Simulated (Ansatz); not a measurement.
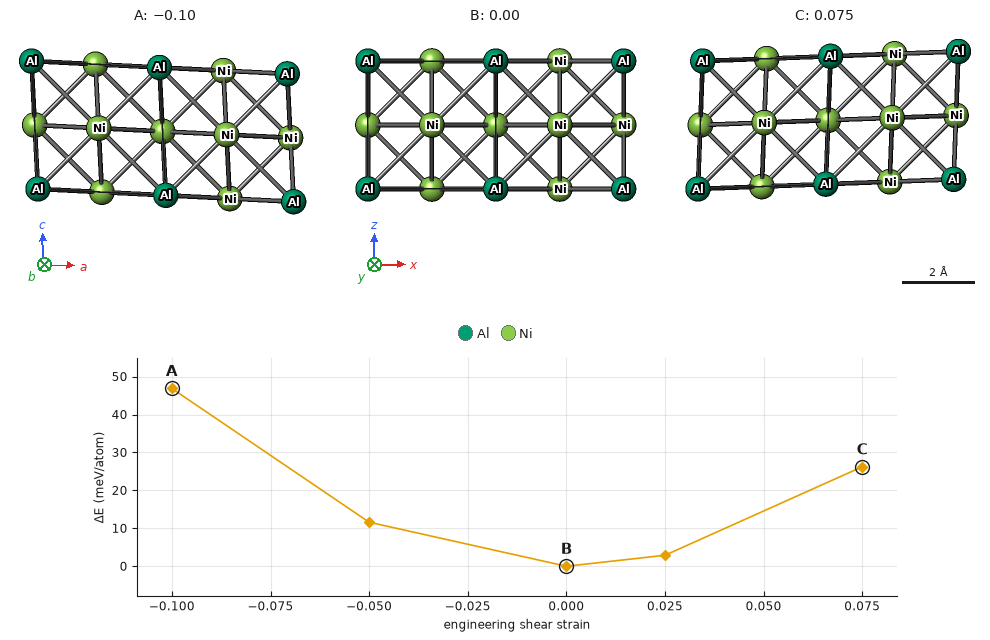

A crystal of AlNi$_{3}$ (Pm-3m): the cell is strained in shear in the xz plane, with the atoms kept at their fractional coordinates. x, y and z are the Cartesian axes of the input. The lettered frames are marked on the plot. Style: ball-and-stick. Shown: the cell of the calculation, repeated 2 × 2 × 1 with one cell outlined, along the b axis.

Computed with DFT PBE, scalar-relativistic, plane waves, PAW (Ansatz). (plane-wave cutoff 420 eV; k-point mesh 14 × 14 × 14; occupations gaussian; smearing width 0.15 eV; collinear spin). Energies (free energies at the smearing named) are counted from the relaxed crystal.

Read off the main features of the energy profile.

The lowest computed point lies at the strain 0.00 (0.0 meV/atom). The distortion takes the space group from Pm-3m to Cmmm. At the strain −0.10 the cell of the drawing goes a 3.567 → 3.571 Å, c 3.567 → 3.571 Å, β 90.0° → 95.7°.

The computed points:

```tsv
engineering shear strain	ΔE (meV/atom)
−0.100	46.9
−0.050	11.6
0.000	0.0
0.025	2.9
0.075	26.2
```
